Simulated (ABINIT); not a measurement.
# GaAs (F-43m): G0W0 with ABINIT, start to end

Aim: the G0W0 gap of GaAs (F-43m) on PBE, step by step.

Method: PBE and many-body steps on it, plane waves, in ABINIT 10.8.3.

**What was measured.**

- Gap 1.51 eV: band-edge emission energy from PL (direct gap at Gamma); photoluminescence, 633 nm excitation; 77 K; bulk crystal (MBE GaAs matrix around a thin InAs wetting layer on semi-insulating GaAs (100)) (“Photoluminescence of InAs/GaAs quantum dots under direct two-photon excitation”, 2020, pmc:7331710).

- Gap 1.412 ± 0.01 eV: direct gap E0 at Gamma from ellipsometry; variable-angle spectroscopic ellipsometry, parametric critical-point fit; 300 K; bulk crystal (semi-insulating GaAs(001) reference substrate with native oxide) (“Evidence of valence band perturbations in GaAsN/GaAs(001): A combined variable-angle spectroscopic ellipsometry and modulated photoreflectance investigation”, 2008, arxiv:0805.2212).

- Gap 1.42 eV: fundamental direct gap E0 at Gamma, seen as sharp points in Psi and Delta; spectroscopic ellipsometry; 300 K; bulk crystal (semi-insulating GaAs (100) substrate) (“Ellipsometric study of the Electronic Structure of GaMnAs and LT-GaAs”, 2004, arxiv:cond-mat/0404304).

- Gap 1.418 ± 0.005 eV: direct gap E0 at Gamma from PR; modulated photoreflectance, low-field lineshape fit; 300 K; bulk crystal (semi-insulating GaAs(001) reference substrate) (“Evidence of valence band perturbations in GaAsN/GaAs(001): A combined variable-angle spectroscopic ellipsometry and modulated photoreflectance investigation”, 2008, arxiv:0805.2212).

This is a report of a sequence of runs, with most program output left out.

### Step 1. Starting point

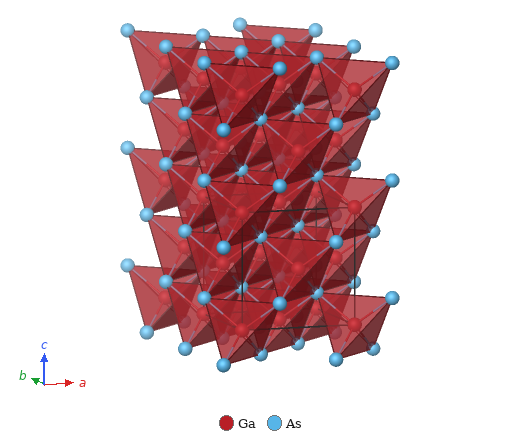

The cell as given, slightly off an axis (gallium red, arsenic blue). 1×2×2 cells are drawn. This picture shows the conventional cell, with its axes. Some periodic images of atoms are drawn too.

The cell and positions come from the Crystallography Open Database and are kept as given unless a step says otherwise.

### Step 2. Ground state

This step: ABINIT 10.8.3; DFT, PBE, plane waves, norm-conserving pseudopotentials.

The ground-state density comes first.

File run.abi:

```
acell 3*1.0 Angstrom
rprim 
  0.000000000000 2.826850000000 2.826850000000
  2.826850000000 0.000000000000 2.826850000000
  2.826850000000 2.826850000000 0.000000000000
ntypat 2
znucl 31 33
natom 2
typat 1 2
xred 
  0.000000000000 0.000000000000 0.000000000000
  0.250000000000 0.250000000000 0.250000000000
pp_dirpath "pseudos"
pseudos "Ga.upf, As.upf"
ecut 38
ngkpt 6 6 6
nshiftk 1
shiftk 0 0 0
kptopt 1
chksymbreak 0
nband 19
occopt 1
tolvrs 1e-10
nstep 60
prtwf 0
optforces 0
optstress 0
indata_prefix "in"
outdata_prefix "out"
tmpdata_prefix "tmp"
```

Launch:

```
OMP_NUM_THREADS=1 mpirun -n 4 abinit run.abi > log
```

The job ended after 45 s (4 MPI ranks of Intel Xeon at 2.80GHz (Skylake/Cascade Lake), shared host; peak memory 0.34 GiB; 2.2 min of CPU time).

This step gave:

```
total energy               : -4967.7997 eV
gap                        : 0.5135 eV
k of the valence top       : 0, 0, 0
k of the conduction bottom : 0, 0, 0
least direct gap           : 0.5135 eV
```

The gap is direct, at Γ.

### Step 3. Bands along the symmetry lines

The cheap functional maps the bands first; the places of the edges decide which points the dearer methods must see.

File run.abi:

```
acell 3*1.0 Angstrom
rprim 
  0.000000000000 2.826850000000 2.826850000000
  2.826850000000 0.000000000000 2.826850000000
  2.826850000000 2.826850000000 0.000000000000
ntypat 2
znucl 31 33
natom 2
typat 1 2
xred 
  0.000000000000 0.000000000000 0.000000000000
  0.250000000000 0.250000000000 0.250000000000
pp_dirpath "pseudos"
pseudos "Ga.upf, As.upf"
ecut 38
iscf -2
irdden 1
kptopt 0
nkpt 50
kpt 
  0.00000000 0.00000000 0.00000000
  -0.06250000 -0.06250000 0.00000000
  -0.12500000 -0.12500000 0.00000000
  -0.18750000 -0.18750000 0.00000000
  -0.25000000 -0.25000000 0.00000000
  -0.31250000 -0.31250000 0.00000000
  -0.37500000 -0.37500000 0.00000000
  -0.43750000 -0.43750000 0.00000000
  -0.50000000 -0.50000000 0.00000000
  -0.48437500 -0.48437500 0.03125000
  -0.46875000 -0.46875000 0.06250000
  -0.45312500 -0.45312500 0.09375000
  -0.43750000 -0.43750000 0.12500000
  -0.42187500 -0.42187500 0.15625000
  -0.40625000 -0.40625000 0.18750000
  -0.39062500 -0.39062500 0.21875000
  -0.37500000 -0.37500000 0.25000000
  -0.37500000 0.00000000 0.37500000
  -0.32812500 0.00000000 0.32812500
  -0.28125000 0.00000000 0.28125000
  -0.23437500 0.00000000 0.23437500
  -0.18750000 0.00000000 0.18750000
  -0.14062500 0.00000000 0.14062500
  -0.09375000 0.00000000 0.09375000
  -0.04687500 0.00000000 0.04687500
  0.00000000 0.00000000 0.00000000
  0.00000000 0.00000000 0.06250000
  0.00000000 0.00000000 0.12500000
  0.00000000 0.00000000 0.18750000
  0.00000000 0.00000000 0.25000000
  0.00000000 0.00000000 0.31250000
  0.00000000 0.00000000 0.37500000
  0.00000000 0.00000000 0.43750000
  -0.00000000 -0.00000000 0.50000000
  -0.06250000 -0.03125000 0.46875000
  -0.12500000 -0.06250000 0.43750000
  -0.18750000 -0.09375000 0.40625000
  -0.25000000 -0.12500000 0.37500000
  -0.31250000 -0.15625000 0.34375000
  -0.37500000 -0.18750000 0.31250000
  -0.43750000 -0.21875000 0.28125000
  -0.50000000 -0.25000000 0.25000000
  -0.50000000 -0.28125000 0.21875000
  -0.50000000 -0.31250000 0.18750000
  -0.50000000 -0.34375000 0.15625000
  -0.50000000 -0.37500000 0.12500000
  -0.50000000 -0.40625000 0.09375000
  -0.50000000 -0.43750000 0.06250000
  -0.50000000 -0.46875000 0.03125000
  -0.50000000 -0.50000000 0.00000000
istwfk *1
nband 21
nbdbuf 2
tolwfr 1e-08
nstep 40
prtwf 0
prtvol 0
indata_prefix "in"
outdata_prefix "out"
tmpdata_prefix "tmp"
```

The job ended after 46 s (4 MPI ranks; peak memory 0.33 GiB).

Numbers from this step:

```yaml
gap: 0.5135 eV
k_of_the_valence_top: 0, 0, 0
k_of_the_conduction_bottom: 0, 0, 0
least_direct_gap: 0.5135 eV
```

The gap is 0.513 eV, as in the run before at this level.

Electronic bands along the path, in eV, zero at the top of the highest filled band:

| point | band 11 | band 12 | band 13 | band 14 | band 15 | band 16 | band 17 | band 18 |
| --- | --- | --- | --- | --- | --- | --- | --- | --- |
| Γ | -12.73 | 0.00 | 0.00 | 0.00 | 0.51 | 3.74 | 3.74 | 3.74 |
| X | -10.23 | -6.82 | -2.68 | -2.68 | 1.47 | 1.66 | 10.17 | 10.17 |
| U | -10.27 | -6.63 | -3.86 | -2.26 | 1.97 | 4.64 | 7.96 | 8.07 |
| jump to K | -10.27 | -6.63 | -3.86 | -2.26 | 1.97 | 4.64 | 7.96 | 8.07 |
| Γ | -12.73 | 0.00 | 0.00 | 0.00 | 0.51 | 3.74 | 3.74 | 3.74 |
| L | -10.97 | -6.64 | -1.14 | -1.14 | 1.00 | 4.64 | 4.64 | 7.77 |
| W | -10.17 | -6.63 | -3.53 | -3.34 | 4.62 | 4.72 | 5.42 | 6.05 |
| X | -10.23 | -6.82 | -2.68 | -2.68 | 1.47 | 1.66 | 10.17 | 10.17 |

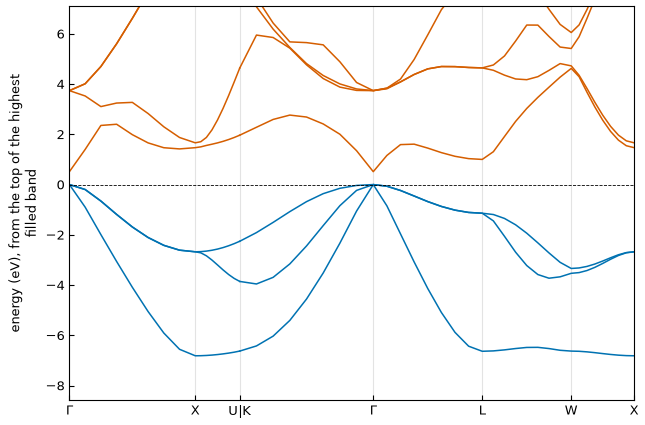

Electronic bands along the path; lines of filled and empty bands in two colours.

### Step 4. Empty states on the mesh, 4×4×4 mesh, 75 bands

The sums over transitions need many empty states on a uniform mesh; this step solves for them.

File run.abi:

```
acell 3*1.0 Angstrom
rprim 
  0.000000000000 2.826850000000 2.826850000000
  2.826850000000 0.000000000000 2.826850000000
  2.826850000000 2.826850000000 0.000000000000
ntypat 2
znucl 31 33
natom 2
typat 1 2
xred 
  0.000000000000 0.000000000000 0.000000000000
  0.250000000000 0.250000000000 0.250000000000
pp_dirpath "pseudos"
pseudos "Ga.upf, As.upf"
ecut 38
ngkpt 4 4 4
nshiftk 1
shiftk 0 0 0
kptopt 1
chksymbreak 0
iscf -2
irdden 1
istwfk *1
nband 75
nbdbuf 6
tolwfr 1e-09
nstep 60
prtvol 0
indata_prefix "in"
outdata_prefix "out"
tmpdata_prefix "tmp"
```

Run time: 53 s. Hardware: 4 MPI ranks; peak memory 0.32 GiB.

Numbers from this step:

```
gap                                                           : 0.5135 eV
k of the valence top                                          : 0, 0, 0
k of the conduction bottom                                    : 0, 0, 0
least direct gap                                              : 0.5135 eV
k points computed                                             : 8
lowest point of the top converged band, above the valence top : 54.6960 eV
```

On this mesh the gap is 0.513 eV.

### Step 5. Screening, 4×4×4 mesh, 69 bands, screening to 130.6 eV

The RPA dielectric matrix is built and inverted for each q.

This step: RPA screening on PBE, plane waves, norm-conserving pseudopotentials.

run.abi, as its differences from that of step 4:

```diff
@@ -20,10 +20,11 @@
 chksymbreak 0
-iscf -2
-irdden 1
 istwfk *1
-nband 75
-nbdbuf 6
-tolwfr 1e-09
-nstep 60
-prtvol 0
+occopt 1
+irdwfk 1
+optdriver 3
+nband 69
+ecuteps 4.8
+inclvkb 2
+awtr 1
+symchi 1
 indata_prefix "in"
```

Elapsed: 57 s, on 4 MPI ranks; peak memory 0.75 GiB.

Numbers from this step:

- ε∞ with local fields, on this mesh, along the program's q direction: 138.6
- the same without local fields: 147.8
- plasma frequency: 29.23 eV
- plane waves in the screening matrix: 169

Local fields lower ε∞ by 6 %. The value itself is an artefact of the mesh, where one narrow direct gap carries too much weight.

### Step 6. Self-energy, 4×4×4 mesh, 69 bands, screening to 130.6 eV

The self-energy is evaluated for the states that the input lists, and the levels follow from it, in one-shot runs by the linearised quasiparticle equation.

This step: G0W0 on PBE, plane waves, norm-conserving pseudopotentials.

run.abi, as its differences from that of step 5:

```diff
@@ -23,8 +23,15 @@
 irdwfk 1
-optdriver 3
+optdriver 4
 nband 69
+gwcalctyp 0
+ecutsigx 38
+symsigma 1
+nkptgw 1
+kptgw 
+  0.0000000000 0.0000000000 0.0000000000
+bdgw 
+  12 18
 ecuteps 4.8
-inclvkb 2
-awtr 1
-symchi 1
+irdscr 1
+ppmodel 1
 indata_prefix "in"
```

Wall time 12 s (4 MPI ranks); peak memory 0.59 GiB.

Numbers from this step:

```yaml
g0w0_gap_on_the_points_computed: 1.156 eV
starting_gap_on_the_mesh: 0.5135 eV
k_of_the_valence_top: 0, 0, 0
k_of_the_conduction_bottom: 0, 0, 0
z_at_the_valence_top: 0.795
z_at_the_conduction_bottom: 0.797
least_direct_g0w0_gap_on_the_computed_points: 1.156 eV
```

The gap on the mesh goes from 0.51 eV to 1.16 eV, a correction of +0.64 eV.

Limits: finite bands, cutoff and mesh; exchange with frozen shells missing; no spin-orbit coupling; coarse k mesh. v1 is the top filled band, c1 the lowest empty one. The levels before and after the correction (eV, zero at the valence-band top of each column):

|  | conduction bottom | valence top |
| --- | --- | --- |
| Kohn-Sham | 0.51 | 0.00 |
| G0W0 | 1.16 | 0.00 |

|  | level | energy (eV) |
| --- | --- | --- |
| Kohn-Sham | Γ v3-v1 | 0.000 |
| Kohn-Sham | Γ c1 | 0.513 |
| Kohn-Sham | Γ c2-c4 | 3.739 |
| G0W0 | Γ v3-v1 | 0.000 |
| G0W0 | Γ c1 | 1.156 |
| G0W0 | Γ c2-c4 | 4.388 |

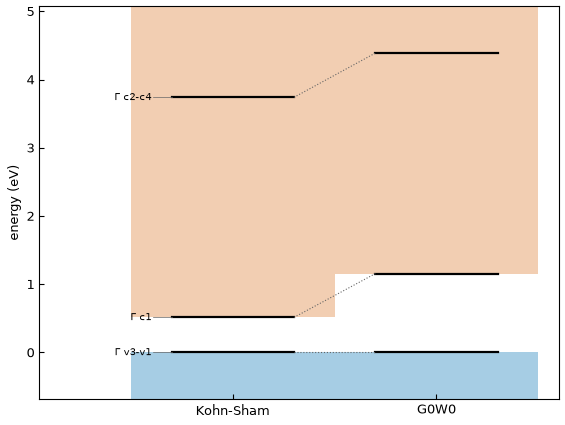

Levels before and after the correction. Shaded: valence and conduction bands.

### Step 7. Where the time went

Times are wall times on 4 MPI ranks of Intel Xeon at 2.80GHz (Skylake/Cascade Lake), shared host, good to a factor of about two.

| step | time | share | memory (GiB) |
| --- | --- | --- | --- |
| ground state | 45 s | 21 % | 0.34 |
| bands along the symmetry lines | 46 s | 22 % | 0.33 |
| empty states on the mesh | 53 s | 25 % | 0.32 |
| screening | 57 s | 27 % | 0.75 |
| self-energy | 12 s | 6 % | 0.59 |

### Step 8. Results

```yaml
pbe_gap: 0.51 eV, direct
g0w0_gap_on_the_mesh: 1.16 eV
gw_settings: 4×4×4 mesh, 69 bands, screening to 130.6 eV, Godby-Needs plasmon pole
known_limits: not at the basis limit; exchange with frozen shells missing; screening runs away on this mesh; no spin-orbit coupling; coarse k mesh
```

What this shows: G0W0 moves the gap on the mesh from 0.51 eV to 1.16 eV (+0.64 eV), with Z of 0.80 and 0.80 at the edges. Local fields lower the RPA ε∞ on this mesh from 147.82 to 138.63; a Γ-centred mesh this coarse tends to raise both, most where the direct gap is narrow, while a short band sum lowers them. Only 1 of the mesh's irreducible points was corrected, so a valley elsewhere could overtake. Against experiment, by G0W0@PBE: the direct gap of 1.16 eV lies −0.35 eV from the measured 1.51 eV (exciton, 77 K, 2020); the direct gap of 1.16 eV lies −0.26 eV from the measured 1.412 ± 0.01 eV (direct, 300 K, 2008); the direct gap of 1.16 eV lies −0.26 eV from the measured 1.42 eV (direct, 300 K, 2004); the direct gap of 1.16 eV lies −0.26 eV from the measured 1.418 ± 0.005 eV (direct, 300 K, 2008). An exciton line or allowed optical edge lies below the quasiparticle gap by the binding energy; a forbidden edge can push the onset above it. The calculation has static nuclei and no excitons; a measured gap holds zero-point and thermal motion, which mostly lowers it. Bands and cutoff are finite, so the gap is not at the basis limit. The miss can reach some tenths of an eV and take either sign; the mesh is an error of its own. In the G0W0 run levels were corrected at 1 k point alone, so a gap called «on the mesh» is the least over those, and an edge elsewhere would be missed. The 4×4×4 mesh is coarse for this cell, which bears on the long-range parts of exchange and screening. The norm-conserving file of at least one element keeps a d shell over frozen s and p shells of the same row. Exchange with those shells is missing from the self-energy, an error of 0.3 to 0.9 eV in cases checked, whose sign depends on which edge lies on those atoms. On this mesh the RPA ε∞ passes 90, more than nearly any semiconductor shows; a coarse mesh does this where one point with a narrow direct gap carries much weight. The screening is then too strong, and the G0W0 gap should not be taken as the material's. The many-body steps are scalar-relativistic: spin-orbit coupling is not in them.

[Paths, hosts, dates, memory and timing lines, banners, echoed tables and standing remarks are left out of the program output.]

[Logs are printed without paths, hosts, clocks, repeated set-up lines and the standing remarks that a program may print on its own settings, such as how far it seeks lower states.]

[Runs of the session that timed out or met a known fault of the program may be left out.]

[Hosts, paths, dates, database ids (printed as entryN), source tags and the programs' standing remarks are cut or masked in the printed files.]

[G0W0 gaps are taken among the corrected bands and points alone; a level outside them can change the order at an edge.]

[Where Ansatz stands beside ABINIT at settings called matched, ABINIT's density can come from a denser mesh and the files from another edition; pairs whose starting gaps differed by over 0.03 eV were left out, so agreement reads better than it is.]
